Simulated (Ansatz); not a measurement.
System: rocksalt AgCl, space group Fm-3m, 2 atoms in the primitive cell, relaxed with r2SCAN; unstrained, cubic a = 5.546 Å. The cell is strained along z with the other two lengths held; symmetry fixes the atoms. Points keep the names and reduced coordinates of the unstrained primitive cell. Ansatz; PBE, Ansatz PAW set, no spin polarisation, no spin-orbit coupling, 8×8×8 k mesh, 420 eV cutoff.

At 0 % the lowest conduction levels at the points plotted lie 0.91 eV (Γ), 2.38 eV (X [100]/[010]), 2.38 eV (X [001]) and 4.24 eV (L) above the valence top at L.

Q: How does each level move from 0 % to +5.97 %?

A: Γ falls by 0.13 eV, X [100]/[010] falls by 0.09 eV, X [001] falls by 0.05 eV and L falls by 0.03 eV. Straight lines through the points have slopes of −22 at Γ, −14 at X [100]/[010], −8 at X [001] and −5 at L (meV for each 1 % of strain). The lowest is the one at Γ, over the whole range, so among these points the gap stays indirect.

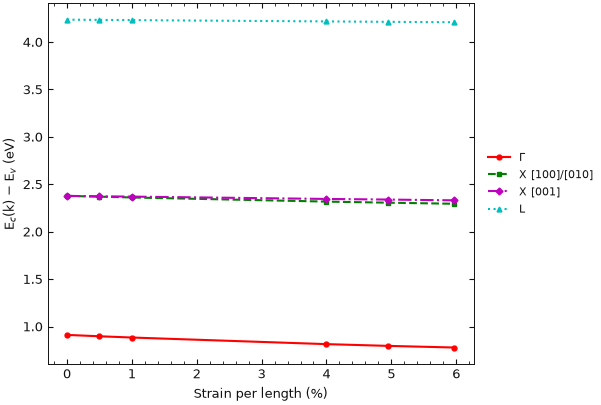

Lowest conduction level at each named k point, counted from the valence-band top at L. The names follow the standardised cell of this lattice; in reduced coordinates of the cell that was run, L is (0.5, 0.5, 0.5).

```
 strain  Γ (eV)  X [100]/[010] (eV)  X [001] (eV)  L (eV)
    0 %    0.91                2.38          2.38    4.24
 +0.5 %    0.90                2.37          2.37    4.23
   +1 %    0.88                2.36          2.37    4.23
   +4 %    0.81                2.32          2.35    4.22
+4.95 %    0.80                2.31          2.34    4.21
+5.97 %    0.78                2.29          2.33    4.21
```

The strain splits the twofold valence top at L, and levels count from its highest part. LDA, GGA and most meta-GGA functionals understate gaps.
